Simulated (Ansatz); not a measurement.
System: Mg8HO8 (cell charge +1, with a compensating background) (cell with a defect).

```cif
data_structure
_symmetry_space_group_name_H-M 'P 1'
_symmetry_Int_Tables_number 1
_cell_length_a 5.5522
_cell_length_b 5.5522
_cell_length_c 5.5522
_cell_angle_alpha 60.000
_cell_angle_beta 60.000
_cell_angle_gamma 60.000
_cell_volume 121.03
loop_
_atom_site_label
_atom_site_type_symbol
_atom_site_fract_x
_atom_site_fract_y
_atom_site_fract_z
_atom_site_occupancy
Mg1 Mg 0.01743 0.01671 0.98806 1
O1 O 0.25128 0.25046 0.24470 1
Mg2 Mg 0.00133 0.00061 0.49705 1
O2 O 0.25659 0.25574 0.73149 1
Mg3 Mg 0.01746 0.47733 0.98807 1
O3 O 0.25127 0.75314 0.24470 1
Mg4 Mg 0.00627 0.50025 0.49282 1
O4 O 0.24846 0.75112 0.74887 1
Mg5 Mg 0.47829 0.01663 0.98805 1
O5 O 0.75387 0.25049 0.24472 1
Mg6 Mg 0.50102 0.00544 0.49285 1
O6 O 0.75187 0.24783 0.74880 1
Mg7 Mg 0.50147 0.50073 0.99666 1
O7 O 0.75682 0.75599 0.23077 1
Mg8 Mg 0.50101 0.50027 0.49284 1
O8 O 0.75189 0.75108 0.74882 1
H1 H 0.83023 0.82905 0.01115 1
```

PAW files of the earlier set (soft_1).

The calculation used DFT LDA, scalar-relativistic, plane waves, PAW in Ansatz 0.2.0.

> What can the converged valence pseudo-density and electron localisation function tell about the bonding?

O–H (1.00 Å): ρ is about 3.4 e/Å³ halfway; the ELF climbs to about 0.95 towards the hydrogen, as it does in any bond to H; an ordinary covalent bond to hydrogen.
Mg–O (1.88 Å): ρ at the midpoint is about 0.55 e/Å³; the ELF peaks at about 0.80 in the valence shell of O, 0.7 Å from its nucleus, and is about 0.35 at the midpoint: a closed-shell, largely ionic contact.
Mg–O (1.92 Å): ρ is about 0.5 e/Å³ halfway; the ELF peaks at about 0.80 in the valence shell of O, 0.7 Å from its nucleus, and is about 0.35 at the midpoint; a largely ionic contact.
Mg–O (1.96 Å): ρ is about 0.46 e/Å³ halfway; the ELF peaks at about 0.80 in the valence shell of O, 0.6 Å from its nucleus, and is about 0.35 at the midpoint; a closed-shell, largely ionic contact.

> Does the calculation make it a metal, or give it a gap?

It is gapped, with a Kohn–Sham gap of 5.6 eV on the k-point mesh (the band edges may lie off the mesh, which would make the gap smaller).

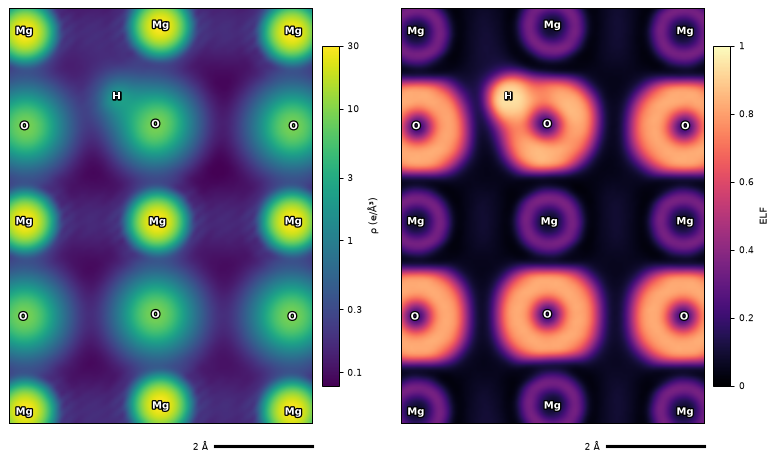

Computed valence pseudo-density and electron localisation function on the (11̄0) plane of the calculation cell, in this order. 

The density is the valence pseudo-density of a PAW calculation; it isn't the true density close to the nuclei.
